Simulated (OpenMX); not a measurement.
## A series of single points on Sb

System: Sb (P6₃/mmc, 2 atoms in the cell).
Method: Kohn-Sham DFT of a periodic cell, PBE, OpenMX 2013 PBE set, no spin polarisation (OpenMX 3.8.5).

The 7 runs differ only in the geometry, by an even scaling of the cell at fixed fractional positions. The structure derives from a Materials Project entry.

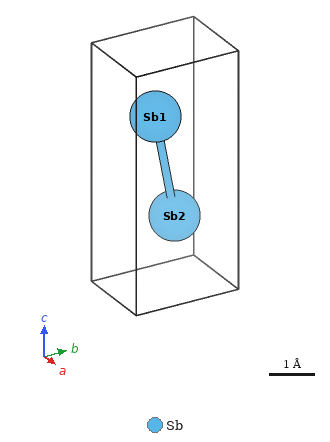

Figure 1. The structure of run 4 (ball-and-stick view of the cell of the calculation, seen slightly off an axis; atoms are numbered from 1 in the order of the input).

## Input of run 4
```
System.CurrrentDirectory             ./
System.Name                          Sb
DATA.PATH                            ./DFT_DATA13
level.of.stdout                      1
level.of.fileout                     0
Species.Number                       1
<Definition.of.Atomic.Species
  Sb  Sb7.0-s3p2d2           Sb_PBE13
Definition.of.Atomic.Species>

Atoms.Number                         2
Atoms.SpeciesAndCoordinates.Unit     FRAC
<Atoms.SpeciesAndCoordinates
    1  Sb    0.6666666667    0.3333333333    0.7500000000   7.500  7.500
    2  Sb    0.3333333333    0.6666666667    0.2500000000   7.500  7.500
Atoms.SpeciesAndCoordinates>

Atoms.UnitVectors.Unit               Ang
<Atoms.UnitVectors
     3.3545324186    0.0000000000    0.0000000000
    -1.6772662093    2.9051102923    0.0000000000
     0.0000000000    0.0000000000    5.4701606500
Atoms.UnitVectors>

scf.XcType                           GGA-PBE
scf.SpinPolarization                 off
scf.ElectronicTemperature            580.226
scf.energycutoff                     500.0
scf.maxIter                          100
scf.EigenvalueSolver                 band
scf.Kgrid                            9 9 5
scf.Mixing.Type                      rmm-diisk
scf.Init.Mixing.Weight               0.05
scf.Min.Mixing.Weight                0.001
scf.Max.Mixing.Weight                0.3
scf.Mixing.History                   25
scf.Mixing.StartPulay                8
scf.criterion                        1.0e-8
scf.stress.tensor                    on
MD.Type                              nomd
```

Command:
```bash
openmx Sb.dat -nt 1 > Sb.std
```

Run 2 has the same physical settings and fractional positions; its lattice vectors (Å) are:
```
   3.309195    0.000000    0.000000
  -1.654598    2.865847    0.000000
   0.000000    0.000000    5.396230
```

## Results, with one run withheld

| run | volume per atom (Å³) | free energy per atom, from the lowest run given (meV) |
| --- | --- | --- |
| 1 | 25.055 | 70.16 |
| 2 | 25.588 | ? |
| 3 | 26.121 | 27.61 |
| 4 | 26.654 | 14.29 |
| 5 | 27.187 | 5.52 |
| 6 | 27.720 | 0.83 |
| 7 | 28.253 | 0.00 |

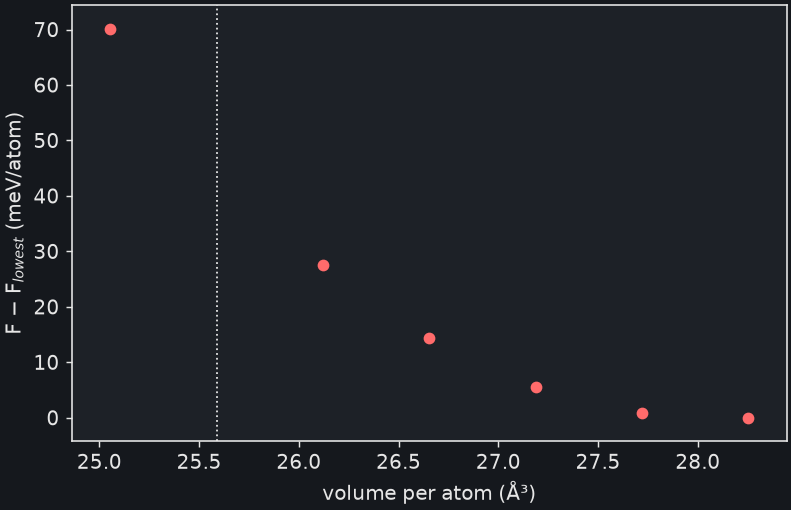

Figure 2. Free energy per atom of the runs given; the dotted line marks run 2.

Fit the runs given and predict run 2.

A cubic polynomial in V^(−2/3) (the Birch–Murnaghan form), fitted to the 6 runs given, misses them by at most 0.04 meV per atom. With x = V^(−2/3) − 0.11167 Å⁻², it reads F = 11.475 + 6598.8 x + 9.4321e+05 x² + 1.3355e+06 x³ (meV per atom). At run 2 it gives 46.08 meV per atom, and the run itself gives 46.02. The fit has its minimum at 28.118 Å³ per atom, where V d²F/dV² gives 55 GPa. Cell shape and fractional positions are held, so this is the stiffness under even scaling; the relaxed bulk modulus wasn't computed.

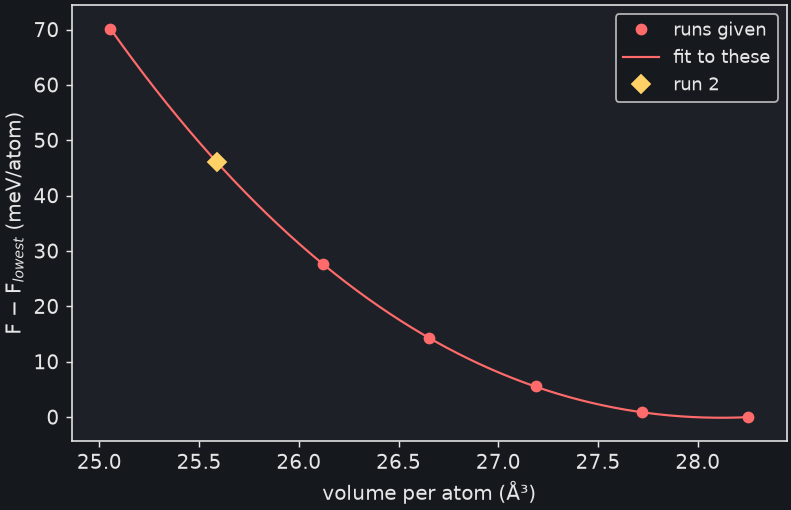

Figure 3. The fit and the withheld run.

## Some lines of the output (run 2)
```
[...]
  Cell_Volume =    345.352369214717 (Bohr^3)
        Total energy (Hartree) at MD = 1
   kloop=0
   kloop=1
   kloop=202
```

Notes: Points of doubt noted for this run: few d functions beyond semicore. With a small basis of atomic orbitals these values can differ much from converged plane-wave results.
